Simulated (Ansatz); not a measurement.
Input file:

```
crystal:
  lattice:
    - [0.0, 2.2186678175, 2.2186678175]
    - [2.2186678175, 0.0, 2.2186678175]
    - [2.2186678175, 2.2186678175, 0.0]
  atoms:
    - { symbol: Si, position: [0.0, 0.0, 0.0] }
    - { symbol: C, position: [0.75, 0.75, 0.75] }
basis:
  ecutwfc: 420
  ecutrho_ratio: 4
kpoints:
  mp_grid: { grid: [14, 14, 14] }
hamiltonian:
  xc: pbe
scf:
  occupations: { method: gaussian, width: 0.05 }
output:
  forces: true
  stress: true
  eigenvalues: true
  write_density: true
  write_potential: true
  elf: true
  volumetric_format: npy
```

Run with:

```sh
ansatz run input.yaml --threads 4 --pin off --max-ram 7168MiB --backend cpu --events-out ev --progress --plain --runs-dir out
```

Below, planes, directions and counts refer to the conventional cell (a = 4.44 Å, b = 4.44 Å, c = 4.44 Å, α = 90.00°, β = 90.00°, γ = 90.00°).

Space group F-43m; started from the SiC prototype; changed on purpose from its base cell (volume × 1.040); computed pressure about −8 GPa in this cell.

Level of theory: Ansatz, DFT PBE, scalar-relativistic, plane waves, PAW.

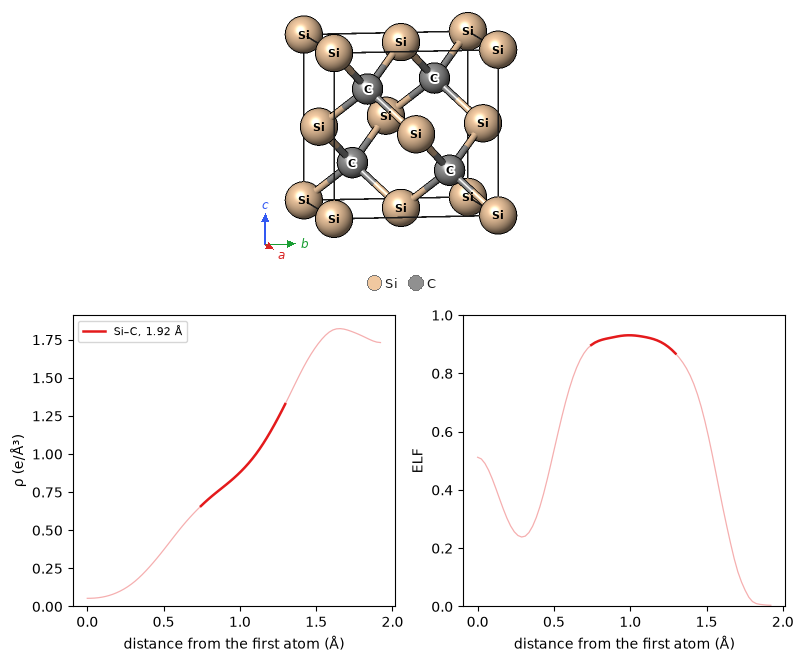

SiC. Valence charge density (pseudo) and ELF along straight lines between neighbouring atoms. Thin, pale parts lie inside the atomic spheres. The structure is drawn too.

In a PAW calculation such maps are meaningful between the atoms, not at the nuclei.

Q: What kind of bonding do the profiles show?

A: Si–C (1.92 Å): ρ is about 0.84 e/Å³ halfway; the ELF peaks at about 0.95 between the atoms, as expected for localised, covalent bonding.
